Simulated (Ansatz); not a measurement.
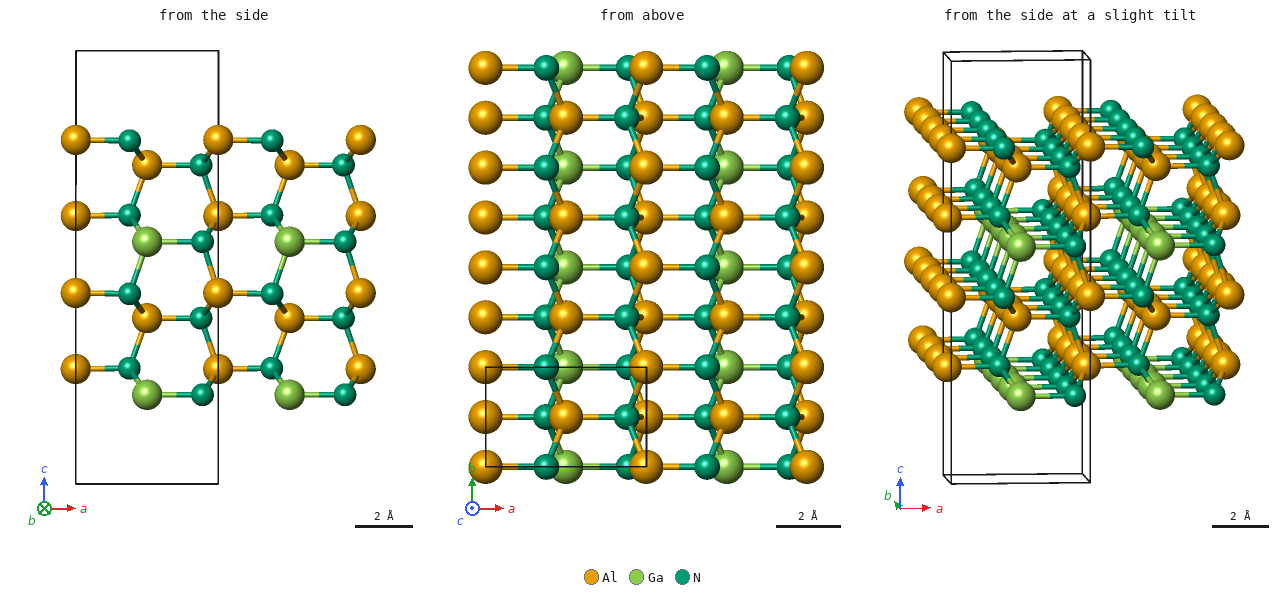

A ball-and-stick picture of a periodic slab, seen from the side, from above and from the side at a slight tilt. The surface normal points up in side views; the box is the simulation cell. 2×4 cells are drawn in the plane, with atoms at the edges repeated.

The cell holds 6 Al, 2 Ga, 8 N.

**Which species face the vacuum on either side?**

The top face ends in Al and N, the bottom face in Ga and N. The faces differ, so the slab can carry a dipole.

**How far apart are the outermost atoms along the normal?**

About 9 Å from the lowest to the highest atom, with about 6 Å of vacuum to the next image.

**What layers make up the slab, from top to bottom?**

Eight planes: AlN / AlN / AlN / GaN / AlN / AlN / AlN / GaN.

Starting structure: a structure listed in the Materials Project. The cell was then strained or its atoms displaced on purpose. Ansatz was used for an electronic-structure calculation on it.

At this level of theory the run's own cell isn't at rest (forces up to 2.8 eV/Å), so its distances can differ from those at equilibrium, the more so the softer the solid.
